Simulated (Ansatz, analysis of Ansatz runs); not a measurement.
# Al-H pair in Si: local vibrational mode against experiment

How near does this set-up come to the measured local vibrational mode? Subject: Al-H pair in Si. Set-up: PBE, 64-site cell, PBE lattice, 420 eV, k: the single point 1/4 1/4 1/4, no relaxation. The model is a cell of 64 host atoms with Al put on another atom's site and H put in between. The frequencies come from force constants among the defect atom and its neighbours, with the masses of the isotopes named.

What was measured. Si-H stretch, 1H: 2201 cm⁻¹, by IR absorption (quoted in “Local vibrational modes of impurities in silicon”, 2008, M.D. McCluskey, quoting earlier work (1987)). The calculation is set beside it at the end.

Program: Ansatz 0.2.0. Level of theory: plane-wave PAW DFT, PBE; single point on the structure as built of a defect supercell. Results are calculated unless marked as measured.

**1. Starting point**

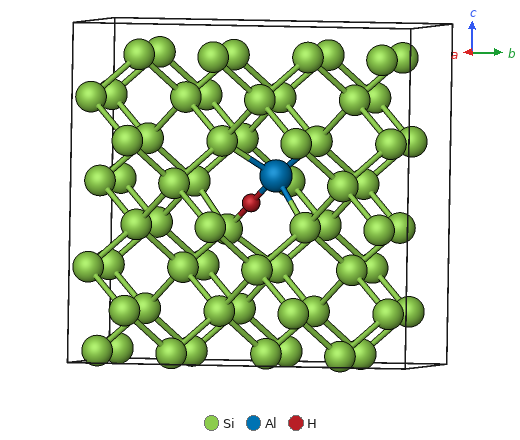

The cell as given, slightly off an axis (silicon green, aluminium blue, hydrogen red). Bonds to atoms that aren't drawn are left out.

The cell holds 65 atoms: 63 Si, 1 Al and 1 H. Its edges and angles: a = 10.940 Å, b = 10.940 Å, c = 10.940 Å, α = 90.0°, β = 90.0°, γ = 90.0°. It derives from Si (space group Fd-3m). Nearest the centre at fractional (0.346, 0.346, 0.346): H65 at 0.55 Å, Al8 at 1.00 Å, Si4 at 2.06 Å, Si49 at 2.61 Å, Si42 at 2.61 Å, Si27 at 2.61 Å, Si5 at 3.43 Å, Si7 at 3.43 Å.

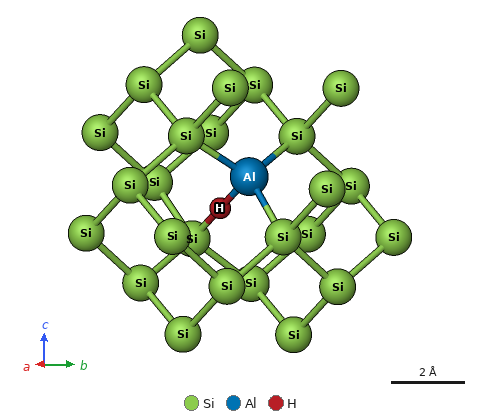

The atoms within 5 Å of the centre.

The host's primitive cell comes from a first run (plane-wave PAW DFT, PBE; relaxation of the host's cell and atoms): vectors of 3.868, 3.868 and 3.868 Å. That is 20.46 Å³ an atom, 2.2 % over the diffraction cell's volume. The supercell is built on it.

**2. Single point on the structure as built, charge 0**

The atoms are left on the sites where they were put, and the energy is taken there.

Contents of relax/input.yaml:

```yaml
crystal:
  lattice:
    - [10.93956648, 0.0, 0.0]
    - [0.0, 10.93956648, 0.0]
    - [0.0, 0.0, 10.93956648]
  atoms:
    - { symbol: Si, position: [0.0, 0.0, 0.25] }
    - { symbol: Si, position: [0.0, 0.25, 0.0] }
    - { symbol: Si, position: [0.25, 0.0, 0.0] }
    - { symbol: Si, position: [0.236809349, 0.236809349, 0.236809349] }
    - { symbol: Si, position: [0.125, 0.125, 0.375] }
    - { symbol: Si, position: [0.125, 0.375, 0.125] }
    - { symbol: Si, position: [0.375, 0.125, 0.125] }
    - { symbol: Al, position: [0.398748656, 0.398748656, 0.398748656] }
    - { symbol: Si, position: [0.0, 0.0, 0.75] }
    - { symbol: Si, position: [0.0, 0.25, 0.5] }
    - { symbol: Si, position: [0.25, 0.0, 0.5] }
    - { symbol: Si, position: [0.25, 0.25, 0.75] }
    - { symbol: Si, position: [0.125, 0.125, 0.875] }
    - { symbol: Si, position: [0.125, 0.375, 0.625] }
    - { symbol: Si, position: [0.375, 0.125, 0.625] }
    - { symbol: Si, position: [0.375, 0.375, 0.875] }
    - { symbol: Si, position: [0.0, 0.5, 0.25] }
    - { symbol: Si, position: [0.0, 0.75, 0.0] }
    - { symbol: Si, position: [0.25, 0.5, 0.0] }
    - { symbol: Si, position: [0.25, 0.75, 0.25] }
    - { symbol: Si, position: [0.125, 0.625, 0.375] }
    - { symbol: Si, position: [0.125, 0.875, 0.125] }
    - { symbol: Si, position: [0.375, 0.625, 0.125] }
    - { symbol: Si, position: [0.375, 0.875, 0.375] }
    - { symbol: Si, position: [0.0, 0.5, 0.75] }
    - { symbol: Si, position: [0.0, 0.75, 0.5] }
    - { symbol: Si, position: [0.25, 0.5, 0.5] }
    - { symbol: Si, position: [0.25, 0.75, 0.75] }
    - { symbol: Si, position: [0.125, 0.625, 0.875] }
    - { symbol: Si, position: [0.125, 0.875, 0.625] }
    - { symbol: Si, position: [0.375, 0.625, 0.625] }
    - { symbol: Si, position: [0.375, 0.875, 0.875] }
    - { symbol: Si, position: [0.5, 0.0, 0.25] }
    - { symbol: Si, position: [0.5, 0.25, 0.0] }
    - { symbol: Si, position: [0.75, 0.0, 0.0] }
    - { symbol: Si, position: [0.75, 0.25, 0.25] }
    - { symbol: Si, position: [0.625, 0.125, 0.375] }
    - { symbol: Si, position: [0.625, 0.375, 0.125] }
    - { symbol: Si, position: [0.875, 0.125, 0.125] }
    - { symbol: Si, position: [0.875, 0.375, 0.375] }
    - { symbol: Si, position: [0.5, 0.0, 0.75] }
    - { symbol: Si, position: [0.5, 0.25, 0.5] }
    - { symbol: Si, position: [0.75, 0.0, 0.5] }
    - { symbol: Si, position: [0.75, 0.25, 0.75] }
    - { symbol: Si, position: [0.625, 0.125, 0.875] }
    - { symbol: Si, position: [0.625, 0.375, 0.625] }
    - { symbol: Si, position: [0.875, 0.125, 0.625] }
    - { symbol: Si, position: [0.875, 0.375, 0.875] }
    - { symbol: Si, position: [0.5, 0.5, 0.25] }
    - { symbol: Si, position: [0.5, 0.75, 0.0] }
    - { symbol: Si, position: [0.75, 0.5, 0.0] }
    - { symbol: Si, position: [0.75, 0.75, 0.25] }
    - { symbol: Si, position: [0.625, 0.625, 0.375] }
    - { symbol: Si, position: [0.625, 0.875, 0.125] }
    - { symbol: Si, position: [0.875, 0.625, 0.125] }
    - { symbol: Si, position: [0.875, 0.875, 0.375] }
    - { symbol: Si, position: [0.5, 0.5, 0.75] }
    - { symbol: Si, position: [0.5, 0.75, 0.5] }
    - { symbol: Si, position: [0.75, 0.5, 0.5] }
    - { symbol: Si, position: [0.75, 0.75, 0.75] }
    - { symbol: Si, position: [0.625, 0.625, 0.875] }
    - { symbol: Si, position: [0.625, 0.875, 0.625] }
    - { symbol: Si, position: [0.875, 0.625, 0.625] }
    - { symbol: Si, position: [0.875, 0.875, 0.875] }
    - { symbol: H, position: [0.316442, 0.316442, 0.316442] }
basis:
  ecutwfc: 420
  xc_grid: 2
hamiltonian:
  xc: pbe
kpoints:
  mp_grid: { grid: [1, 1, 1], shift: [0.25, 0.25, 0.25] }
scf:
  occupations: { method: fermi_dirac, width: 0.01 }
  max_iter: 60
output:
  forces: true
checkpoint:
  write: "../relax.run"
  compress: false
  write_wavefunctions: true
  write_every: 100000
```

Run with:

```sh
> ansatz run input.yaml --threads 2 --pin off --max-ram 4710MiB --backend cpu --events-out ev --progress --plain --runs-dir out
```

Numbers of over 12 decimals in the logs are rounded to 6 here.

Log:

```text
[... repeated set-up lines and file paths are left out, and long positions are rounded to six places ...]
Engine: ansatz 0.2.0, aarch64-unknown-linux-gnu
Pseudopotentials: kind: paw
Pseudopotential: Si, paw, valence charge 4, recommended cutoff 420 eV (normal), Si.paw.azcp
Pseudopotential: Al, paw, valence charge 3, recommended cutoff 420 eV (normal), Al.paw.azcp
Pseudopotential: H, paw, valence charge 1, recommended cutoff 420 eV (normal), H.paw.azcp
Functional definition: PBE
  parameter kappa = 0.804
  parameter beta = 0.066725
  exchange = pbe_x(kappa = kappa, mu = beta*pi^2/3)
  correlation = pbe_c(beta = beta)
Crystal: 65 atoms, lattice volume = 1309.183 Å³
Basis set: ecut = 420 eV, 25677 PW (Γ), exchange–correlation on 150×150×150 points (8 copies of the dense FFT grid, shifted against one another)
Bands: 193, of which v1, the nominal top of the filled ones, is band 128 counted from 1 (127 counted from 0)
Symmetry: 6 space group operations
Space group: R3m (ITA 160), of the structure as read, at distance tolerance 1.1e-4 Å
k-points: 1
Non-local potential: Si, projectors of the file, l = 0: 2, l = 1: 2, l = 2: 2
Non-local potential: Al, projectors of the file, l = 0: 2, l = 1: 2, l = 2: 1
Non-local potential: H, projectors of the file, l = 0: 2, l = 1: 1
PAW form: soft (Blöchl's): semilocal exchange-correlation on the pseudo side does not see the compensation charge
PAW one-centre angular grid: Si, 110 points (default); XC on 64 Gauss nodes
PAW one-centre angular grid: Al, 110 points (default); XC on 64 Gauss nodes
PAW one-centre angular grid: H, 110 points (default); XC on 64 Gauss nodes
Initial density: superposition of atomic densities (neutral atoms: chi_scale 0, normalization atom), corrected by the library's trained network
Initial wavefunctions: pseudopotential atomic-orbital guess
Functional: x = pbe(κ = 0.804, μ = 0.219515), c = pbe(β = 0.066725)
SCF iter   1: F=—  HF=-40607.462673 eV  |F-HF|=—  |Δ(HF+E_count)|=         —  Δρ=2.78e-3  dr2=1.07e-1  ethr=1.77e-3  ⟨swp⟩=6.0  Hψ=888  notcnv=0  defer=40
preconditioner: auto → Resta (q_TF=auto, 2.079 Å⁻¹)  ε∞=5.4  [insulator: Δε(μ)=1.127 eV  Ē_g=7.808 eV  σ=0.010 eV  W_gap=1.00  n_scr=202 (ndim 8)  ℏωp=16.4 eV  f_vac=0.000  D(μ)=0.00/eV (n_scr^D=0)  ε∞_Penn≈5.4]
SCF iter   2: F=—  HF=-40607.460631 eV  |F-HF|=—  |Δ(HF+E_count)|=   2.04e-3  Δρ=1.59e-3  dr2=2.89e-2  ethr=4.20e-5  ⟨swp⟩=2.0  Hψ=224  notcnv=0  defer=58
SCF iter   3: F=—  HF=-40607.460879 eV  |F-HF|=—  |Δ(HF+E_count)|=   2.48e-4  Δρ=2.41e-4  dr2=1.29e-3  ethr=1.13e-5  ⟨swp⟩=3.0  Hψ=238  notcnv=0  defer=58
SCF iter   4: F=—  HF=-40607.461079 eV  |F-HF|=—  |Δ(HF+E_count)|=   1.99e-4  Δρ=5.95e-5  dr2=7.12e-5  ethr=5.02e-7  ⟨swp⟩=2.0  Hψ=194  notcnv=0  defer=58
SCF iter   5: F=—  HF=-40607.460321 eV  |F-HF|=—  |Δ(HF+E_count)|=   7.58e-4  Δρ=1.63e-5  dr2=7.40e-6  ethr=2.78e-8  ⟨swp⟩=2.0  Hψ=262  notcnv=0  defer=58
SCF iter   6: F=—  HF=-40607.460324 eV  |F-HF|=—  |Δ(HF+E_count)|=   3.27e-6  Δρ=3.66e-6  dr2=2.18e-7  ethr=2.89e-9  ⟨swp⟩=2.0  Hψ=222  notcnv=0  defer=58
SCF iter   7: F=-40607.460325 eV  HF=-40607.460324 eV  |F-HF|=4.26e-9  |Δ(HF+E_count)|=   2.13e-7  Δρ=8.52e-7  dr2=1.55e-8  ethr=3.91e-11  ⟨swp⟩=17.0  Hψ=1193  notcnv=0
SCF 1 converged in 7 iterations: F = -40607.460325 eV  dr2 = 1.55e-8
  greatest PAW one-centre occupation: 0.645 electrons in one spin orbital (limit 2), on the Si atom at site 3 (counted from 0), in its partial waves of l = 0
SCF converged after 7 iterations
Free energy (F): -40607.460325 eV
Harris-Foulkes:  -40607.460324 eV  (|F-HF|=4.26e-9)
Internal energy: -40607.460325 eV  (E = F + TS)
E sigma→0 (E₀):  -40607.460325 eV
Fermi energy:    6.322556 eV
--- Per-component energies (eV) ---
  E_band       = 255.309140
  E_kinetic    = 2570.089150
  E_local      = -1801.435184  (includes V_loc(G=0)·N_el)
  E_nonlocal   = 1646.586558
  E_hartree    = 489.905362
  E_xc         = -3520.749079
  E_vxc        = -2978.901131  (∫ρ·V_xc dr)
  E_paw        = -32773.727655  (= ΣΔE_a)
  E_vpaw       = -160.839940  (= ΣTr[D̂ρ^β])
  E_aug_tail   = -0.001000  (compensation charges beyond the density's cutoff)
  E_ewald      = -7218.128476
  E_smearing   = -0.000000  (= −TS)
  E_closure    = -0.000000  (closes the sum)
  Σ components = -40607.460325   (vs F -40607.460325, Δ=0.00e0)
--- Forces (eV/Å), atoms counted from 1 ---
  atom   1  Si    -0.07477911    -0.07477911    -0.01083192
  atom   2  Si    -0.07477911    -0.01083192    -0.07477911
  [... 1 atom left out ...]
  atom   4  Si    -0.06216164    -0.06216164    -0.06216164
  atom   5  Si    -0.40445671    -0.40445671     0.38124533
  atom   6  Si    -0.40445671     0.38124533    -0.40445671
  atom   7  Si     0.38124533    -0.40445671    -0.40445671
  atom   8  Al     0.39203095     0.39203095     0.39203095
  [... 18 atoms left out ...]
  atom  27  Si    -1.38041421     0.95418967     0.95418967
  [... 10 atoms left out ...]
  atom  38  Si     0.04198219     0.11241309     0.05770624
  [... 3 atoms left out ...]
  atom  42  Si     0.95418967    -1.38041421     0.95418967
  [... 6 atoms left out ...]
  atom  49  Si     0.95418967     0.95418967    -1.38041421
  [... 15 atoms left out ...]
  atom  65  H     -0.78295493    -0.78295493    -0.78295493
  max |Σ_I F_I| component: 5.70e-6 eV/Å
--- Band table (eV) ---
  k-point 0: bands = ["-5.6392", "-5.1655", "-5.0791", "-5.0791", [... 185 left out ...] "10.1203", "10.1203", "10.2128", "10.2664"]
```

The job ended after 28 s (2 threads of Arm Neoverse V1, shared host; peak memory 1.6 GiB).

The run converged, but on settings that a careful run would not use, so its numbers are not the defect's.

**3. Local vibrational modes**

A local mode lives on the defect and the atoms next to it, so only the sites listed in the input are displaced, which costs far fewer SCF runs than the whole cell would.

This step: plane-wave PAW DFT, PBE; finite-displacement force constants among the atoms nearest to a defect, the others at rest.

Contents of modes/input.yaml:

```yaml
crystal:
  lattice:
    - [10.93956648, 0.0, 0.0]
    - [0.0, 10.93956648, 0.0]
    - [0.0, 0.0, 10.93956648]
  atoms:
    - { symbol: Si, position: [0.0, 0.0, 0.25] }
    - { symbol: Si, position: [0.0, 0.25, 0.0] }
[... 1 atom line left out ...]
    - { symbol: Si, position: [0.236809349, 0.236809349, 0.236809349] }
    - { symbol: Si, position: [0.125, 0.125, 0.375] }
    - { symbol: Si, position: [0.125, 0.375, 0.125] }
    - { symbol: Si, position: [0.375, 0.125, 0.125] }
    - { symbol: Al, position: [0.398748656, 0.398748656, 0.398748656] }
[... 12 atom lines left out ...]
    - { symbol: Si, position: [0.125, 0.625, 0.375] }
[... 5 atom lines left out ...]
    - { symbol: Si, position: [0.25, 0.5, 0.5] }
[... 9 atom lines left out ...]
    - { symbol: Si, position: [0.625, 0.125, 0.375] }
    - { symbol: Si, position: [0.625, 0.375, 0.125] }
[... 3 atom lines left out ...]
    - { symbol: Si, position: [0.5, 0.25, 0.5] }
[... 6 atom lines left out ...]
    - { symbol: Si, position: [0.5, 0.5, 0.25] }
[... 15 atom lines left out ...]
    - { symbol: H, position: [0.316442, 0.316442, 0.316442] }
basis:
  ecutwfc: 420
  xc_grid: 2
hamiltonian:
  xc: pbe
kpoints:
  mp_grid: { grid: [1, 1, 1], shift: [0.25, 0.25, 0.25] }
scf:
  occupations: { method: fermi_dirac, width: 0.01 }
  max_iter: 60
output: {}
checkpoint:
  read: "../relax.run"
phonons:
  supercell: [1, 1, 1]
  displaced_sites: [3, 7, 41, 48, 64]
```

Log:

```text
[...]
Crystal: 65 atoms, lattice volume = 1309.183 Å³
Basis set: ecut = 420 eV, 25677 PW (Γ), exchange–correlation on 150×150×150 points (8 copies of the dense FFT grid, shifted against one another)
Bands: 193, of which v1, the nominal top of the filled ones, is band 128 counted from 1 (127 counted from 0)
[... 1 set-up line as in the run before ...]
k-points: 1
[...]
Stability of the state it starts from, as read at its close in the unpolarized treatment: not read negative (Ritz values of 1 − χ₀K, real part plus size of imaginary part, from 0.99 to 1.1, by its mixing steps under the symmetry group of the SCF that read it)
[...]
iter 1 solved again at ethr=6.10e-12 eV; its pass at ethr=3.10e-3 eV (dr2=1.56e-8 eV) is discarded
[...]
force constants formed among 5 of 65 sites (Si 3, Al 7, Si 41, Si 48, H 64); the other 60 at rest. The modes move the named sites alone.
  the frequencies, the zero-point energy and the sums are of the block with the acoustic sum rule laid on its rows. Row sums over every site: 3.0e-5 eV/Å² at the most
  transpose residual: 4.4e-5 eV/Å²
  largest component of a force at the reference: 1.4e0 eV/Å on a named site, 1.4e0 eV/Å on a site at rest
  frequencies among the named sites at Γ of the cell (cm⁻¹): -543.82 -542.73 143.15 178.78 305.92 316.46 330.83 332.03 342.97 395.51 398.07 398.13 536.55 592.90 2663.03
  unstable modes among the named sites: 2
  frequencies as built, with no sum rule (cm⁻¹): -543.81 -542.72 143.15 178.78 305.92 316.46 330.83 332.03 342.97 395.51 398.07 398.13 536.55 592.90 2663.03
  zero-point energy: 0.429873 eV/cell   skipped modes (ω ≤ 0): 2, of them read as no rigid motion or as one in doubt: 2 (2.000e0 modes/cell left out, lowest -543.82 cm⁻¹)
  not written: the harmonic force-constant file, the file of eigenvectors (these modes' are written with the force constants), the density of states and the dispersion, which are of every site
[key lines of the parts left out:]
SCF converged after 4 iterations
Free energy (F): -40607.460325 eV
Fermi energy:    6.322554 eV
```

The job ended after 3.6 min (2 threads; peak memory 1.6 GiB; 7.2 min of CPU time).

The run converged, but on settings that a careful run would not use, so its numbers are not the defect's.

**4. Outcome**

This set-up is not sound: atoms left where they were placed, with no relaxation. For the record: Si-H stretch, 1H: computed 2663 cm⁻¹, measured 2201 cm⁻¹; 462 cm⁻¹ (21 %) above the measurement.

[Logs are printed without paths, hosts, clocks, repeated set-up lines and the standing remarks that a program may print on its own settings, such as how far it seeks lower states.]

[Hosts, paths, dates, database ids (printed as entryN), source tags and the programs' standing remarks are cut or masked in the printed files.]

[For some hosts the program warned that the k-mesh of the response run may be too coarse for force constants and the static dielectric constant; such warnings are not shown here.]
